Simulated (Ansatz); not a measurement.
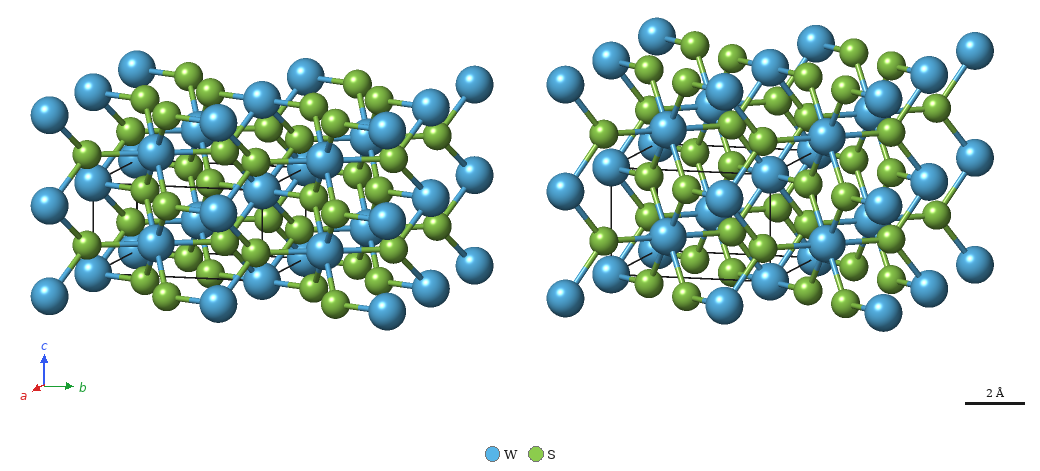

Two geometries of a crystal of WS$_{2}$ (built on the MgF2-58 type type), drawn at one scale. One is the start of a relaxation, the other its converged end. Style: ball-and-stick. Shown: the cell of the calculation, repeated 2 × 2 × 2 with one cell outlined, slightly off an axis.

These are results of DFT, PBEsol, plane waves, PAW in Ansatz 0.2.0, not measurements. (plane-wave cutoff 420 eV; k-point mesh 4 × 4 × 6; occupations fermi dirac; smearing width 0.03 eV; no spin polarisation; cell and atoms relaxed; force threshold 0.01 eV/Å; at most 120 steps)

**Which one is relaxed?**

The left one is the relaxed one. After 10 accepted moves (11 points after the start) the energy has fallen by 213 meV per atom. The largest force component goes from 0.43 to 0.0014 eV/Å. Pressure: −4.71 GPa at the start and −0.01 GPa at the end. At 1 point the geometry stayed and the basis and grid were re-selected for the new cell (energy shift of 0.2 meV per atom at most each time). The largest moves relative to the cell, 0.52 Å, are those of S atoms. W stays in place. The volume changes by −14.2 %, with a 5.516 → 5.266 Å (−4.5 %), b 5.624 → 5.970 Å (+6.2 %), c 3.673 → 3.110 Å (−15.3 %). Near-neighbour distances that change, for instance: S–S 3.746 → 2.684 Å, W–W 3.673 → 3.110 Å, S–W 2.394 → 2.369 Å, S–W 2.407 → 2.388 Å. Among the angles between lasting bonds that change: S–W–S 80.5° → 98.7°, W–S–W 99.5° → 81.3°, S–W–S 99.5° → 81.3°. The space group stays Pnnm (No. 58). The run took 91 s on 2 threads of Intel(R) Xeon(R) Processor @ 2.50GHz (Skylake/Cascade Lake), on a shared host, peak memory 0.48 GiB.
